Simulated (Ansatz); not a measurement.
# Geometry relaxation of C$_{32}$H (part 3 of 3)

Continued. System: C$_{32}$H (defect cell, 33 atoms in the cell). Method: DFT PBE+D3(BJ), scalar-relativistic, plane waves, PAW, spin-polarised (Ansatz 0.2.0); cutoff 420 eV, 2×2×2 k-mesh, Gaussian smearing of 0.02 eV, collinear spins. The structure derives from a Materials Project entry. It belongs to a series of runs on one base structure; here: H interstitial, charge +0, atoms relaxed.

## Trajectory as extended XYZ, continued
```
33
Lattice="5.6710 0.0000 -3.4027 -2.8677 -4.9298 -3.3595 -2.8677 4.9298 -3.3595" Properties=species:S:1:pos:R:3:forces:R:3 step=4 energy=-8049.03796
C     0.6897    2.4609   -3.3800    0.1066  -0.0322  -0.0702
C    -0.0419   -1.2418   -6.6832   -0.0239   0.2885  -0.0751
C     2.0989   -0.0005   -6.6927   -0.0299   0.0069  -0.0325
C     0.6892    0.0000   -3.3806    0.0184  -0.0057   0.1072
C    -1.4410    1.2302   -3.3699    0.0253  -0.0784  -0.0857
C     2.8180    1.2300   -3.3994   -0.1093   0.0757  -0.0891
C     2.0928   -2.4657   -6.7395   -0.0694   0.0657  -0.0116
C     0.6902   -2.4607   -3.3825    0.1142   0.0273  -0.0738
C    -1.4406   -1.2298   -3.3719    0.0210   0.0829  -0.0908
C     2.8182   -1.2304   -3.3998   -0.1052  -0.0785  -0.0870
C     4.9181   -0.0001   -3.4537   -0.0076  -0.0003   0.0425
C    -2.1757   -0.0003   -6.7178    0.0878   0.0108   0.0157
C    -1.4293   -3.6715   -3.3764    0.0222   0.0699   0.3857
C    -0.0417    1.2405   -6.6876   -0.0110  -0.2934  -0.0291
C     2.0929    2.4653   -6.7370   -0.0655  -0.0395  -0.0083
C    -1.4307    3.6741   -3.3654    0.0411  -0.1082   0.4438
C    -0.7550   -2.4666   -6.7222   -0.0712  -0.0596  -0.0720
C     1.3877   -1.2389   -6.6889   -0.0819  -0.0521  -0.0297
C    -2.1532    0.0000   -3.3443   -0.0025   0.0043  -0.0393
C     2.1097   -0.0003   -3.3958   -0.0329   0.0071  -0.0334
C    -0.0200    1.2309   -3.3789   -0.0408   0.0018  -0.0231
C     1.3682   -3.7025   -6.7891    0.1267  -0.0364   0.0204
C    -2.1473   -2.4615   -3.3768    0.0440  -0.1363   0.0314
C    -0.7546    2.4660   -6.7244   -0.0666   0.0534  -0.0761
C    -0.0198   -1.2312   -3.3804   -0.0371   0.0162  -0.0245
C     1.3687    3.7028   -6.7878    0.1248   0.0192   0.0185
C    -5.0323    0.0022   -6.4206   -0.1468   0.0344  -2.1551
C    -0.7601   -0.0013   -6.6906    0.1040   0.0465   0.0992
C    -2.8910    1.2409   -6.7466   -0.1154  -0.0618   0.0300
C     1.3891    1.2386   -6.6882   -0.1499   0.0325  -0.0491
C    -2.1475    2.4626   -3.3710    0.0546   0.1523   0.0410
C    -2.8915   -1.2404   -6.7418   -0.1450   0.0536   0.0401
H     0.4614    0.0341   -8.7757    0.4214  -0.0665   1.8802
33
Lattice="5.6710 0.0000 -3.4027 -2.8677 -4.9298 -3.3595 -2.8677 4.9298 -3.3595" Properties=species:S:1:pos:R:3:forces:R:3 step=6 energy=-8049.07105 accepted=F
C     0.6935    2.4574   -3.3956   -0.1475   0.1459  -0.0525
C    -0.0515   -1.2316   -6.7046    0.0924  -0.3789  -0.0415
C     2.0953    0.0013   -6.7281   -0.3108  -0.0718   0.1108
C     0.6966   -0.0005   -3.4169   -0.2112   0.0454   0.0637
C    -1.4454    1.2287   -3.3851   -0.0703  -0.0291  -0.1286
C     2.8340    1.2295   -3.4205   -0.2698  -0.0548  -0.0841
C     2.0822   -2.4596   -6.7381    0.1662  -0.4975   0.0047
C     0.6908   -2.4573   -3.3975   -0.1070  -0.1232  -0.0437
C    -1.4468   -1.2311   -3.3879   -0.0153   0.1277  -0.1329
C     2.8324   -1.2275   -3.4197   -0.2030   0.0358  -0.0695
C     4.9304    0.0040   -3.3875   -0.5372  -0.1839  -0.0626
C    -2.1898    0.0002   -6.7009   -0.0689   0.0606   0.0157
C    -1.4499   -3.6527   -3.3272    0.4068  -1.0228   0.1016
C    -0.0506    1.2331   -6.7047   -0.0297   0.4077  -0.0118
C     2.0832    2.4614   -6.7355    0.0627   0.4675   0.0236
C    -1.4457    3.6537   -3.3189    0.1399   1.1347   0.0985
C    -0.7483   -2.4737   -6.7535   -0.2352   0.3896   0.0395
C     1.3802   -1.2473   -6.7128   -0.2154   0.8547  -0.0068
C    -2.1605   -0.0010   -3.3742    0.1753   0.0345   0.0131
C     2.1234    0.0013   -3.4295   -0.3827  -0.0181   0.0530
C    -0.0246    1.2316   -3.4061    0.2269  -0.1696   0.0347
C     1.3849   -3.7129   -6.7685   -0.5381   0.7542  -0.0202
C    -2.1616   -2.4631   -3.3673    0.1439   0.6689   0.0636
C    -0.7509    2.4756   -6.7521   -0.1552  -0.4447   0.0189
C    -0.0260   -1.2311   -3.4084    0.2290   0.1383   0.0402
C     1.3842    3.7144   -6.7661   -0.4278  -0.6083  -0.0204
C    -5.0663    0.0088   -6.3807    1.9122  -0.3279  -0.0314
C    -0.7714    0.0007   -6.6952    0.0168   0.0033   0.0471
C    -2.9055    1.2424   -6.7231    0.0548   0.2023   0.0288
C     1.3791    1.2471   -6.7089   -0.1186  -0.7195  -0.0494
C    -2.1623    2.4620   -3.3627    0.3205  -0.5205   0.0881
C    -2.9027   -1.2410   -6.7207    0.0056  -0.2875   0.0529
H     0.5892    0.0126   -8.6614    0.0909  -0.0130  -0.1431
33
Lattice="5.6710 0.0000 -3.4027 -2.8677 -4.9298 -3.3595 -2.8677 4.9298 -3.3595" Properties=species:S:1:pos:R:3:forces:R:3 step=7 energy=-8049.17065
C     0.6878    2.4610   -3.3988   -0.0133  -0.0084   0.0135
C    -0.0476   -1.2356   -6.7123    0.0045  -0.0145   0.0177
C     2.0931    0.0004   -6.7222    0.0088   0.0001   0.0017
C     0.6859    0.0006   -3.4034   -0.0044   0.0010  -0.0281
C    -1.4441    1.2297   -3.3885   -0.0156   0.0044   0.0180
C     2.8143    1.2324   -3.4236    0.0184  -0.0164   0.0036
C     2.0882   -2.4636   -6.7344    0.0098  -0.0114  -0.0055
C     0.6882   -2.4598   -3.4010   -0.0175   0.0127   0.0119
C    -1.4440   -1.2282   -3.3910   -0.0160  -0.0063   0.0158
C     2.8144   -1.2314   -3.4234    0.0144   0.0211   0.0037
C     4.9202    0.0002   -3.3935    0.0190   0.0126   0.0189
C    -2.1781    0.0005   -6.7018   -0.0109  -0.0026   0.0068
C    -1.4296   -3.6693   -3.3214   -0.0449   0.0368  -0.0022
C    -0.0476    1.2365   -6.7118    0.0055   0.0133   0.0096
C     2.0881    2.4644   -6.7324    0.0101   0.0067  -0.0048
C    -1.4302    3.6708   -3.3129   -0.0363  -0.0278   0.0025
C    -0.7592   -2.4648   -6.7565    0.0105   0.0011   0.0032
C     1.3809   -1.2376   -6.7147   -0.0022  -0.0103   0.0183
C    -2.1582    0.0007   -3.3737   -0.0020   0.0000   0.0054
C     2.1056    0.0005   -3.4221    0.0349  -0.0019  -0.0142
C    -0.0238    1.2311   -3.4009    0.0071   0.0099  -0.0078
C     1.3687   -3.7027   -6.7685   -0.0009  -0.0105  -0.0166
C    -2.1496   -2.4624   -3.3556   -0.0098  -0.0064  -0.0274
C    -0.7590    2.4658   -6.7567    0.0087   0.0024   0.0049
C    -0.0237   -1.2298   -3.4026    0.0064  -0.0148  -0.0096
C     1.3688    3.7034   -6.7679   -0.0026   0.0122  -0.0116
C    -5.0308    0.0016   -6.3900   -0.1594   0.0235   0.0395
C    -0.7634    0.0004   -6.6977   -0.0079  -0.0014  -0.0096
C    -2.8939    1.2410   -6.7235   -0.0180   0.0062   0.0117
C     1.3809    1.2384   -6.7141    0.0001   0.0119   0.0235
C    -2.1498    2.4639   -3.3506   -0.0115   0.0040  -0.0252
C    -2.8944   -1.2398   -6.7191   -0.0142  -0.0036   0.0091
H     0.5613    0.0170   -8.6731    0.2291  -0.0436  -0.0769
33
Lattice="5.6710 0.0000 -3.4027 -2.8677 -4.9298 -3.3595 -2.8677 4.9298 -3.3595" Properties=species:S:1:pos:R:3:forces:R:3 step=9 energy=-8049.18134
C     0.6855    2.4606   -3.4027   -0.0008   0.0050  -0.0019
C    -0.0513   -1.2352   -6.7067    0.0016   0.0032   0.0031
C     2.0898    0.0011   -6.7183   -0.0007   0.0014   0.0040
C     0.6844    0.0010   -3.4070   -0.0013  -0.0001   0.0011
C    -1.4469    1.2291   -3.3920    0.0001   0.0074  -0.0050
C     2.8136    1.2324   -3.4155   -0.0034   0.0002  -0.0036
C     2.0852   -2.4627   -6.7310    0.0010   0.0010   0.0065
C     0.6854   -2.4585   -3.4028    0.0020  -0.0033  -0.0021
C    -1.4469   -1.2271   -3.3922    0.0008  -0.0060  -0.0055
C     2.8136   -1.2302   -3.4153   -0.0046  -0.0019  -0.0033
C     4.9198    0.0012   -3.3707    0.0048  -0.0043   0.0017
C    -2.1827    0.0011   -6.7063   -0.0042  -0.0010  -0.0075
C    -1.4338   -3.6668   -3.3351    0.0024  -0.0097  -0.0014
C    -0.0514    1.2374   -6.7063    0.0032  -0.0035   0.0004
C     2.0852    2.4649   -6.7305    0.0017  -0.0014   0.0037
C    -1.4336    3.6688   -3.3346   -0.0031   0.0112  -0.0022
C    -0.7613   -2.4650   -6.7536    0.0061   0.0027   0.0051
C     1.3775   -1.2373   -6.7084   -0.0011   0.0020  -0.0022
C    -2.1614    0.0010   -3.3727    0.0075  -0.0005   0.0088
C     2.1050    0.0010   -3.4184   -0.0079   0.0019   0.0000
C    -0.0260    1.2310   -3.4056   -0.0117   0.0015  -0.0059
C     1.3677   -3.7027   -6.7555   -0.0065   0.0086  -0.0026
C    -2.1532   -2.4609   -3.3615   -0.0043  -0.0027  -0.0044
C    -0.7614    2.4672   -6.7533    0.0074  -0.0055   0.0035
C    -0.0261   -1.2290   -3.4059   -0.0117   0.0019  -0.0047
C     1.3677    3.7049   -6.7553   -0.0070  -0.0071  -0.0005
C    -5.0287    0.0011   -6.3964   -0.0044  -0.0025   0.0093
C    -0.7676    0.0011   -6.6958    0.0112  -0.0011  -0.0015
C    -2.8978    1.2426   -6.7309    0.0072   0.0025   0.0038
C     1.3774    1.2394   -6.7082    0.0007  -0.0014  -0.0003
C    -2.1532    2.4629   -3.3611   -0.0025   0.0040  -0.0041
C    -2.8977   -1.2405   -6.7306    0.0063  -0.0022   0.0023
H     0.6429    0.0014   -8.6800    0.0112  -0.0003   0.0054
```

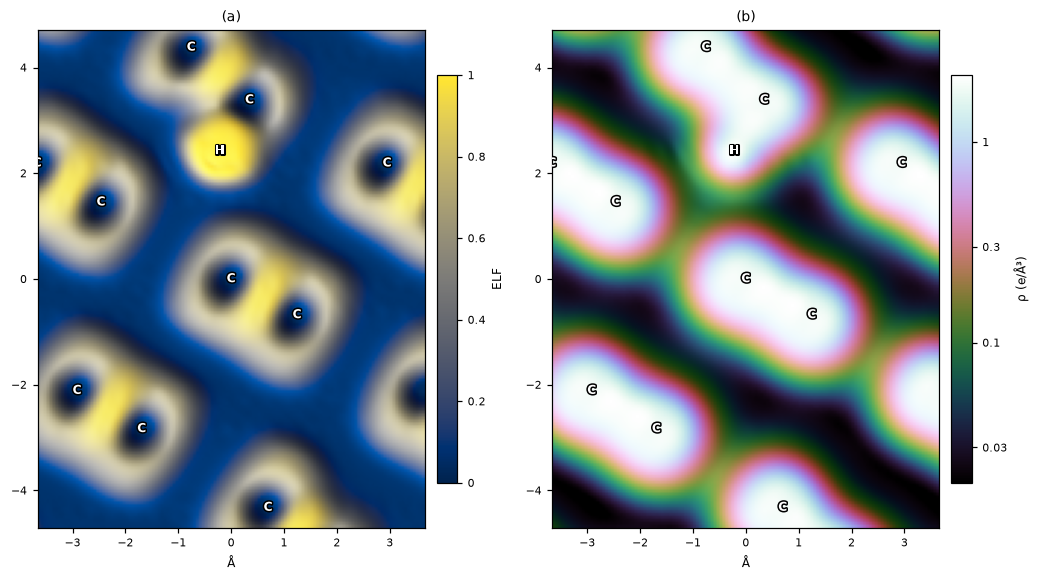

Fig. 1: (a) electron localisation function; (b) valence charge density (pseudo) on the (101̄) plane of the calculation cell. Atoms in the plane: C and H. C–H (1.12 Å): the density is about 1.8 e/Å³ at the midpoint; the ELF climbs to about 1 towards the hydrogen, as it does in any bond to H (a covalent bond by its length). C–C (1.49 Å): the density is about 1.8 e/Å³ at the midpoint; the ELF peaks at about 0.95 between the atoms (a covalent bond). Away from the nuclei the density in this plane falls to 0.02 e/Å³ at its lowest. The fields are those of the smooth PAW valence density.

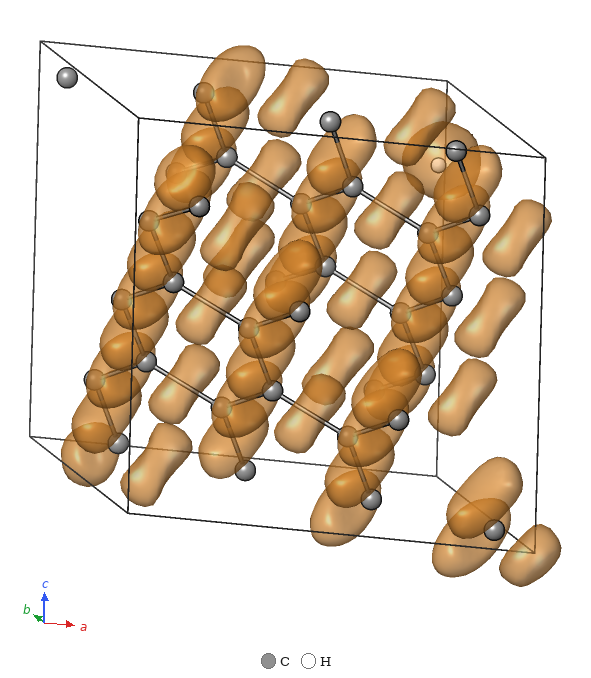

Fig. 2: Isosurface of the ELF at 0.75 (orange), seen slightly off an axis. Only the valence region is drawn (cores and ρ < 0.01 e/Å³ removed). Sticks mark near contacts. The outline is the calculation cell. Profiles from the grid: C–H (1.12 Å): the ELF climbs to about 1 towards the hydrogen (a covalent bond by its length).

The run was set up as follows.

## Input
```yaml
crystal:
  lattice:
    - [5.6709571555, 0.0, -3.4026574436]
    - [-2.867743478, -4.9298468454, -3.3594911955]
    - [-2.867743478, 4.9298468454, -3.3594911955]
  atoms:
    - { symbol: C, position: [0.4166287368, 0.0416286019, 0.5416286019] }
    - { symbol: C, position: [0.6666287368, 0.7916286019, 0.5416286019] }
    - { symbol: C, position: [0.9166287368, 0.5416286019, 0.5416286019] }
    - { symbol: C, position: [0.4166287368, 0.2916286019, 0.2916286019] }
    - { symbol: C, position: [0.1666287368, 0.2916286019, 0.5416286019] }
    - { symbol: C, position: [0.6666287368, 0.0416286019, 0.2916286019] }
    - { symbol: C, position: [0.9166287368, 0.7916286019, 0.2916286019] }
    - { symbol: C, position: [0.4166287368, 0.5416286019, 0.0416286019] }
    - { symbol: C, position: [0.1666287368, 0.5416286019, 0.2916286019] }
    - { symbol: C, position: [0.6666287368, 0.2916286019, 0.0416286019] }
    - { symbol: C, position: [0.9166287368, 0.0416286019, 0.0416286019] }
    - { symbol: C, position: [0.4166287368, 0.7916286019, 0.7916286019] }
    - { symbol: C, position: [0.1666287368, 0.7916286019, 0.0416286019] }
    - { symbol: C, position: [0.6666287368, 0.5416286019, 0.7916286019] }
    - { symbol: C, position: [0.9166287368, 0.2916286019, 0.7916286019] }
    - { symbol: C, position: [0.1666287368, 0.0416286019, 0.7916286019] }
    - { symbol: C, position: [0.5833712632, 0.9583713981, 0.4583713981] }
    - { symbol: C, position: [0.8333712632, 0.7083713981, 0.4583713981] }
    - { symbol: C, position: [0.0833712632, 0.4583713981, 0.4583713981] }
    - { symbol: C, position: [0.5833712632, 0.2083713981, 0.2083713981] }
    - { symbol: C, position: [0.3333712632, 0.2083713981, 0.4583713981] }
    - { symbol: C, position: [0.8333712632, 0.9583713981, 0.2083713981] }
    - { symbol: C, position: [0.0833712632, 0.7083713981, 0.2083713981] }
    - { symbol: C, position: [0.5833712632, 0.4583713981, 0.9583713981] }
    - { symbol: C, position: [0.3333712632, 0.4583713981, 0.2083713981] }
    - { symbol: C, position: [0.8333712632, 0.2083713981, 0.9583713981] }
    - { symbol: C, position: [0.0833712632, 0.9583713981, 0.9583713981] }
    - { symbol: C, position: [0.5833712632, 0.7083713981, 0.7083713981] }
    - { symbol: C, position: [0.3333712632, 0.7083713981, 0.9583713981] }
    - { symbol: C, position: [0.8333712632, 0.4583713981, 0.7083713981] }
    - { symbol: C, position: [0.0833712632, 0.2083713981, 0.7083713981] }
    - { symbol: C, position: [0.3333712632, 0.9583713981, 0.7083713981] }
    - { symbol: H, position: [0.8703385687, 0.7781262977, 0.7853292075], spin: 1.0 }
basis:
  ecutwfc: 420
  xc_grid: 2
kpoints:
  mp_grid: { grid: [2, 2, 2], shift: [0.5, 0.5, 0.5] }
hamiltonian:
  xc: pbe
  dispersion: d3bj
scf:
  occupations: { method: gaussian, width: 0.02 }
output:
  forces: true
  stress: false
  eigenvalues: true
  populations: true
  write_density: true
  write_potential: true
  elf: true
  volumetric_format: npy
magnetization:
  spin_polarized: true
relax:
  adjacent_minimum: "off"
  f_tol: 0.02
  max_steps: 60
```

Command:
```bash
ansatz run input.yaml --threads 4 --pin off --max-ram 8192MiB --backend cpu --events-out ev --progress --plain --runs-dir out
```

## Summary

| quantity | value |
| --- | --- |
| outcome | converged |
| electrons treated | 129 |
| free energy | −8049.1813 eV |
| Fermi energy | 7.202 eV |
| gap on the k-point mesh | 0.26 eV |
| net moment of the cell | 1.00 μB |
| integrated absolute moment | 1.57 μB |
| final volume | 284.05 Å³ |
| largest force (length of the vector) at the end | 0.013 eV/Å |
| hardware | 4 threads of Intel Xeon @ 2.60GHz (Ice Lake), 24 GiB of memory available, shared host |
| wall time | 69 s (CPU time 4.4 min) |
| peak memory | 0.93 GiB |
